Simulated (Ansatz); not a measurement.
## AlN (P6_3mc):Cr_Al, thermodynamic levels from a 72-atom cell

Wanted: the transition levels of a substitutional impurity in AlN (P6_3mc), from a cell of 72 host atoms with 1 Al taken out and 1 Cr put in.

Main program and level: Ansatz 0.2.0; place-levels on r2SCAN runs: charge-transition levels and formation energies with image-charge correction and potential alignment at the atomic sites; PAW set soft_1.

### 1. Set-up

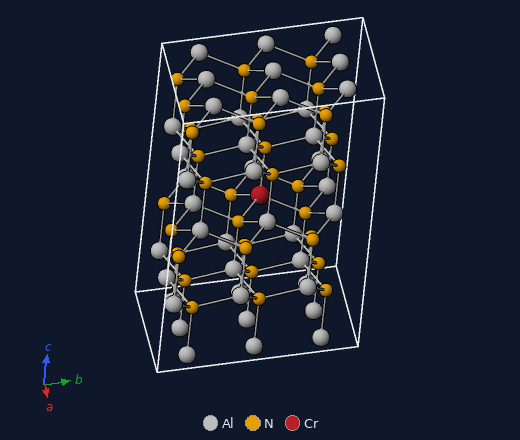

The cell as given, slightly off an axis (aluminium light grey, nitrogen orange, chromium red). Some periodic images of atoms are drawn too.

The cell holds 72 atoms: 35 Al, 36 N and 1 Cr. Cell: a = 9.320 Å, b = 9.320 Å, c = 9.956 Å, α = 90.0°, β = 90.0°, γ = 120.0°. It derives from AlN (space group P6_3mc). Nearest the centre at fractional (0.444, 0.556, 0.500): Cr34 at 0.00 Å, N11 at 1.89 Å, N43 at 1.89 Å, N35 at 1.89 Å, N40 at 1.90 Å, Al9 at 3.07 Å, Al13 at 3.07 Å, Al41 at 3.07 Å.

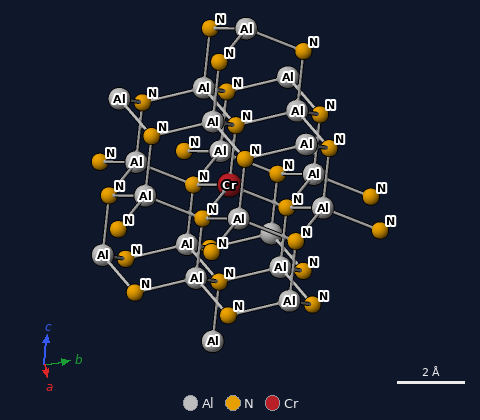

The atoms within 5 Å of the centre.

Structure file:

```xyz
72
Lattice="9.3196 0.0000 0.0000 -4.6598 8.0710 0.0000 0.0000 0.0000 9.9565" Properties=species:S:1:pos:R:3 pbc="T T T"
Al    1.5533    0.8968    2.4852
Al    0.0000    1.7936    4.9743
N     1.5533    0.8968    4.3848
N     0.0000    1.7936    1.8957
Al    1.5533    0.8968    7.4634
Al    0.0000    1.7936    9.9525
N     1.5533    0.8968    9.3631
N     0.0000    1.7936    6.8739
Al    0.0000    3.5871    2.4852
Al   -1.5533    4.4839    4.9743
N     0.0000    3.5871    4.3848
N    -1.5533    4.4839    1.8957
Al    0.0000    3.5871    7.4634
Al   -1.5533    4.4839    9.9525
N     0.0000    3.5871    9.3631
N    -1.5533    4.4839    6.8739
Al   -1.5533    6.2774    2.4852
Al   -3.1065    7.1742    4.9743
N    -1.5533    6.2774    4.3848
N    -3.1065    7.1742    1.8957
Al   -1.5533    6.2774    7.4634
Al   -3.1065    7.1742    9.9525
N    -1.5533    6.2774    9.3631
N    -3.1065    7.1742    6.8739
Al    4.6598    0.8968    2.4852
Al    3.1065    1.7936    4.9743
N     4.6598    0.8968    4.3848
N     3.1065    1.7936    1.8957
Al    4.6598    0.8968    7.4634
Al    3.1065    1.7936    9.9525
N     4.6598    0.8968    9.3631
N     3.1065    1.7936    6.8739
Al    3.1065    3.5871    2.4852
Cr    1.5533    4.4839    4.9743
N     3.1065    3.5871    4.3848
N     1.5533    4.4839    1.8957
Al    3.1065    3.5871    7.4634
Al    1.5533    4.4839    9.9525
N     3.1065    3.5871    9.3631
N     1.5533    4.4839    6.8739
Al    1.5533    6.2774    2.4852
Al    0.0000    7.1742    4.9743
N     1.5533    6.2774    4.3848
N     0.0000    7.1742    1.8957
Al    1.5533    6.2774    7.4634
Al    0.0000    7.1742    9.9525
N     1.5533    6.2774    9.3631
N     0.0000    7.1742    6.8739
Al    7.7663    0.8968    2.4852
Al    6.2130    1.7936    4.9743
N     7.7663    0.8968    4.3848
N     6.2130    1.7936    1.8957
Al    7.7663    0.8968    7.4634
Al    6.2130    1.7936    9.9525
N     7.7663    0.8968    9.3631
N     6.2130    1.7936    6.8739
Al    6.2130    3.5871    2.4852
Al    4.6598    4.4839    4.9743
N     6.2130    3.5871    4.3848
N     4.6598    4.4839    1.8957
Al    6.2130    3.5871    7.4634
Al    4.6598    4.4839    9.9525
N     6.2130    3.5871    9.3631
N     4.6598    4.4839    6.8739
Al    4.6598    6.2774    2.4852
Al    3.1065    7.1742    4.9743
N     4.6598    6.2774    4.3848
N     3.1065    7.1742    1.8957
Al    4.6598    6.2774    7.4634
Al    3.1065    7.1742    9.9525
N     4.6598    6.2774    9.3631
N     3.1065    7.1742    6.8739
```

Screening for the image-charge correction: ε∞ = (4.49, 4.49, 4.72), ε0 = (8.15, 8.15, 9.65), computed on the host (DFPT, PBEsol, on the r2SCAN cell), and a cell off the functional's own equilibrium shifts the ionic part.

The cell's shortest repeat is 9.3 Å.

### 2. The runs of each charge state

Levels follow from differences of total energies between charge states, each relaxed by itself.

Random displacements of about 0.05 Å break the site symmetry at the start, so that the relaxation can reach a distorted minimum if there is one. Forces are taken at one point at (¼, ¼, ¼). The cell holds 1 electron more than the neutral one, with a uniform background that keeps it neutral on the whole.

The sampling was tested on the host first: at the k-points planned (1x1x1 shifted 0.25 0.25 0.25) its energy lies -0.014 eV an atom from the dense-mesh value, under the bound of 0.02 eV set for this test; that bounds the host's error, not the defect's.

One of the inputs; charge, spin and start change from state to state.

File qm1.relax/input.yaml:

```yaml
crystal:
  lattice:
    - [9.31956554, 9.0e-08, 0.0]
    - [-4.65978284, 8.07098046, 0.0]
    - [0.0, 0.0, 9.95647772]
  atoms:
    - { symbol: Al, position: [0.22222222, 0.11111111, 0.24960167] }
    - { symbol: Al, position: [0.11111111, 0.22222222, 0.49960167] }
    - { symbol: "N", position: [0.22222222, 0.11111111, 0.44039833] }
    - { symbol: "N", position: [0.11111111, 0.22222222, 0.19039833] }
    - { symbol: Al, position: [0.22222222, 0.11111111, 0.74960167] }
    - { symbol: Al, position: [0.11111111, 0.22222222, 0.99960167] }
    - { symbol: "N", position: [0.22222222, 0.11111111, 0.94039833] }
    - { symbol: "N", position: [0.11111111, 0.22222222, 0.69039833] }
    - { symbol: Al, position: [0.22222222, 0.44444444, 0.24960167] }
    - { symbol: Al, position: [0.11111111, 0.55555556, 0.49960167] }
    - { symbol: "N", position: [0.22222222, 0.44444444, 0.44039833] }
    - { symbol: "N", position: [0.11111111, 0.55555556, 0.19039833] }
    - { symbol: Al, position: [0.22222222, 0.44444444, 0.74960167] }
    - { symbol: Al, position: [0.11111111, 0.55555556, 0.99960167] }
    - { symbol: "N", position: [0.22222222, 0.44444444, 0.94039833] }
    - { symbol: "N", position: [0.11111111, 0.55555556, 0.69039833] }
    - { symbol: Al, position: [0.22222222, 0.77777778, 0.24960167] }
    - { symbol: Al, position: [0.11111111, 0.88888889, 0.49960167] }
    - { symbol: "N", position: [0.22222222, 0.77777778, 0.44039833] }
    - { symbol: "N", position: [0.11111111, 0.88888889, 0.19039833] }
    - { symbol: Al, position: [0.22222222, 0.77777778, 0.74960167] }
    - { symbol: Al, position: [0.11111111, 0.88888889, 0.99960167] }
    - { symbol: "N", position: [0.22222222, 0.77777778, 0.94039833] }
    - { symbol: "N", position: [0.11111111, 0.88888889, 0.69039833] }
    - { symbol: Al, position: [0.55555556, 0.11111111, 0.24960167] }
    - { symbol: Al, position: [0.44444444, 0.22222222, 0.49960167] }
    - { symbol: "N", position: [0.55555556, 0.11111111, 0.44039833] }
    - { symbol: "N", position: [0.44444444, 0.22222222, 0.19039833] }
    - { symbol: Al, position: [0.55555556, 0.11111111, 0.74960167] }
    - { symbol: Al, position: [0.44444444, 0.22222222, 0.99960167] }
    - { symbol: "N", position: [0.55555556, 0.11111111, 0.94039833] }
    - { symbol: "N", position: [0.44444444, 0.22222222, 0.69039833] }
    - { symbol: Al, position: [0.55555556, 0.44444444, 0.24960167] }
    - { symbol: Cr, position: [0.44444444, 0.55555556, 0.49960167] }
    - { symbol: "N", position: [0.55555556, 0.44444444, 0.44039833] }
    - { symbol: "N", position: [0.44444444, 0.55555556, 0.19039833] }
    - { symbol: Al, position: [0.55555556, 0.44444444, 0.74960167] }
    - { symbol: Al, position: [0.44444444, 0.55555556, 0.99960167] }
    - { symbol: "N", position: [0.55555556, 0.44444444, 0.94039833] }
    - { symbol: "N", position: [0.44444444, 0.55555556, 0.69039833] }
    - { symbol: Al, position: [0.55555556, 0.77777778, 0.24960167] }
    - { symbol: Al, position: [0.44444444, 0.88888889, 0.49960167] }
    - { symbol: "N", position: [0.55555556, 0.77777778, 0.44039833] }
    - { symbol: "N", position: [0.44444444, 0.88888889, 0.19039833] }
    - { symbol: Al, position: [0.55555556, 0.77777778, 0.74960167] }
    - { symbol: Al, position: [0.44444444, 0.88888889, 0.99960167] }
    - { symbol: "N", position: [0.55555556, 0.77777778, 0.94039833] }
    - { symbol: "N", position: [0.44444444, 0.88888889, 0.69039833] }
    - { symbol: Al, position: [0.88888889, 0.11111111, 0.24960167] }
    - { symbol: Al, position: [0.77777778, 0.22222222, 0.49960167] }
    - { symbol: "N", position: [0.88888889, 0.11111111, 0.44039833] }
    - { symbol: "N", position: [0.77777778, 0.22222222, 0.19039833] }
    - { symbol: Al, position: [0.88888889, 0.11111111, 0.74960167] }
    - { symbol: Al, position: [0.77777778, 0.22222222, 0.99960167] }
    - { symbol: "N", position: [0.88888889, 0.11111111, 0.94039833] }
    - { symbol: "N", position: [0.77777778, 0.22222222, 0.69039833] }
    - { symbol: Al, position: [0.88888889, 0.44444444, 0.24960167] }
    - { symbol: Al, position: [0.77777778, 0.55555556, 0.49960167] }
    - { symbol: "N", position: [0.88888889, 0.44444444, 0.44039833] }
    - { symbol: "N", position: [0.77777778, 0.55555556, 0.19039833] }
    - { symbol: Al, position: [0.88888889, 0.44444444, 0.74960167] }
    - { symbol: Al, position: [0.77777778, 0.55555556, 0.99960167] }
    - { symbol: "N", position: [0.88888889, 0.44444444, 0.94039833] }
    - { symbol: "N", position: [0.77777778, 0.55555556, 0.69039833] }
    - { symbol: Al, position: [0.88888889, 0.77777778, 0.24960167] }
    - { symbol: Al, position: [0.77777778, 0.88888889, 0.49960167] }
    - { symbol: "N", position: [0.88888889, 0.77777778, 0.44039833] }
    - { symbol: "N", position: [0.77777778, 0.88888889, 0.19039833] }
    - { symbol: Al, position: [0.88888889, 0.77777778, 0.74960167] }
    - { symbol: Al, position: [0.77777778, 0.88888889, 0.99960167] }
    - { symbol: "N", position: [0.88888889, 0.77777778, 0.94039833] }
    - { symbol: "N", position: [0.77777778, 0.88888889, 0.69039833] }
  host:
    repeats: [3, 3, 2]
    atoms:
      - { symbol: Al, position: [0.66666667, 0.33333333, 0.49920333] }
      - { symbol: Al, position: [0.33333333, 0.66666667, 0.99920333] }
      - { symbol: "N", position: [0.66666667, 0.33333333, 0.88079667] }
      - { symbol: "N", position: [0.33333333, 0.66666667, 0.38079667] }
total_charge: -1
basis:
  ecutwfc: 500
  xc_grid: 2
hamiltonian:
  xc: r2scan
  pseudopotentials: { kind: paw, azcp: { folder: soft_1 } }
kpoints:
  mp_grid: { grid: [1, 1, 1], shift: [0.25, 0.25, 0.25] }
scf:
  occupations: { method: fixed }
  max_iter: 80
output:
  forces: true
  charged_corrections:
    epsilon: [4.49, 4.49, 4.72]
    static_epsilon: [8.15, 8.15, 9.65]
    defect_position: [0.444444, 0.555556, 0.499602]
relax:
  f_tol: 0.02
  max_steps: 80
  random_displacement: { amplitude: 0.05, seed: 3729 }
checkpoint:
  write: "../qm1.relax.run"
  compress: false
  write_wavefunctions: true
  write_every: 100000
```

Started as:

```console
$ ansatz run input.yaml --threads 4 --pin off --max-ram 15073MiB --backend cpu --events-out ev --progress --plain --runs-dir out
```

The relaxed structure is kept and the sampling changed to a 2×2×2 shifted mesh.

The run of this state that the levels use, under r2SCAN:

File qm1.point/input.yaml:

```yaml
crystal:
  checkpoint: "../qm1.relax.run"
  host: checkpoint
total_charge: -1
basis:
  ecutwfc: 500
  xc_grid: 2
hamiltonian:
  xc: r2scan
  pseudopotentials: { kind: paw, azcp: { folder: soft_1 } }
kpoints:
  mp_grid: { grid: [2, 2, 2], shift: [0.5, 0.5, 0.5] }
scf:
  occupations: { method: fermi_dirac, width: 0.01 }
  max_iter: 80
output:
  forces: true
  eigenvalues: true
  charged_corrections:
    epsilon: [4.49, 4.49, 4.72]
    static_epsilon: [8.15, 8.15, 9.65]
    defect_position: [0.444444, 0.555556, 0.499602]
  eigenstates: { localisation: true }
  populations: true
  band_densities: [{ bands: [v1, v1] }, { bands: [c1, c1] }]
  write_density: true
  write_potential: true
  volumetric_format: npy
checkpoint:
  read: "../qm1.relax.run"
  write: "../qm1.point.run"
  compress: false
  write_wavefunctions: false
  write_every: 100000
```

Relaxations under r2SCAN at one point at (¼, ¼, ¼); times on 4 threads of Arm Neoverse V1, shared host:

| charge | moment (μB) | occupations | outcome | steps | largest displacement against the far atoms (Å) | time |
| --- | --- | --- | --- | --- | --- | --- |
| −1 | 0 | fixed | converged | 8 | 0.13 | 2.1 min |
| −1 | 4 | fixed | converged | 7 | 0.16 | 4.2 min |
| −1 | 2 | fixed | converged | 8 | 0.17 | 5.8 min |
| 0 | 1 | fixed | converged | 8 | 0.08 | 9.8 min |
| 0 | 3 | fixed | converged | 6 | 0.11 | 3.8 min |
| +1 | 0 | fixed | not converged | - | - | 74 s |
| +1 | 0 | fermi-dirac | converged | 5 | 0.05 | 2.6 min |
| +1 | 2 | fixed | converged | 6 | 0.04 | 3.4 min |

Single points under r2SCAN at a 2×2×2 shifted mesh; times on 4 threads of Arm Neoverse V1, shared host:

| charge | moment (μB) | occupations | outcome | time |
| --- | --- | --- | --- | --- |
| −1 | 0 | fermi-dirac | converged | 87 s |
| −1 | 4 | fermi-dirac | converged | 3.3 min |
| −1 | 2 | fermi-dirac | converged | 4.6 min |
| 0 | 1 | fermi-dirac | converged | 4.2 min |
| 0 | 3 | fermi-dirac | converged | 3.3 min |
| +1 | 0 | fermi-dirac | converged | 6 min |
| +1 | 2 | fermi-dirac | converged | 3.2 min |

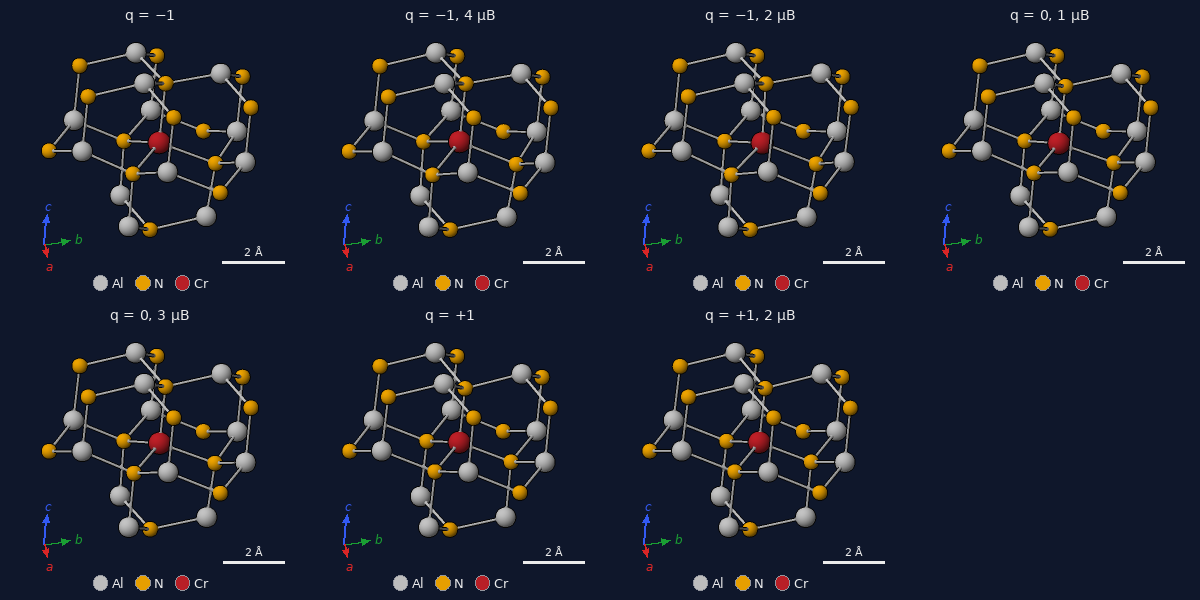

The structures near the centre after relaxation with r2SCAN, by charge.

Distances (Å) from Cr34 to the nearest atoms after relaxation with r2SCAN:

| charge | moment (μB) | 1. | 2. | 3. | 4. | 5. | 6. |
| --- | --- | --- | --- | --- | --- | --- | --- |
| −1 | 0 | N 2.00 | N 2.01 | N 2.01 | N 2.06 | N 3.02 | Al 3.03 |
| −1 | 4 | N 2.02 | N 2.05 | N 2.05 | N 2.05 | N 3.06 | Al 3.07 |
| −1 | 2 | N 1.99 | N 1.99 | N 2.02 | N 2.13 | Al 2.94 | Al 2.94 |
| 0 | 1 | N 1.90 | N 1.96 | N 1.96 | N 1.98 | N 3.00 | Al 3.03 |
| 0 | 3 | N 1.95 | N 1.96 | N 1.96 | N 1.98 | N 2.98 | Al 3.03 |
| +1 | 0 | N 1.86 | N 1.86 | N 1.86 | N 1.88 | N 3.05 | Al 3.07 |
| +1 | 2 | N 1.87 | N 1.87 | N 1.87 | N 1.89 | N 3.05 | Al 3.07 |

(Part 1 of 2 ends here.)

[Logs are printed without paths, hosts, clocks, repeated set-up lines and the standing remarks that a program may print on its own settings, such as how far it seeks lower states.]

[Hosts, paths, dates, database ids (printed as entryN), source tags and the programs' standing remarks are cut or masked in the printed files.]

[Where a table of states has a column of steps, it counts the stored structures, which are thinned; the runs took as many ionic steps or more.]

[A defect's name tells the site on which it was built; relaxed atoms can leave that site.]

[For some hosts the program warned that the k-mesh of the response run may be too coarse for force constants and the static dielectric constant; such warnings are not shown here.]
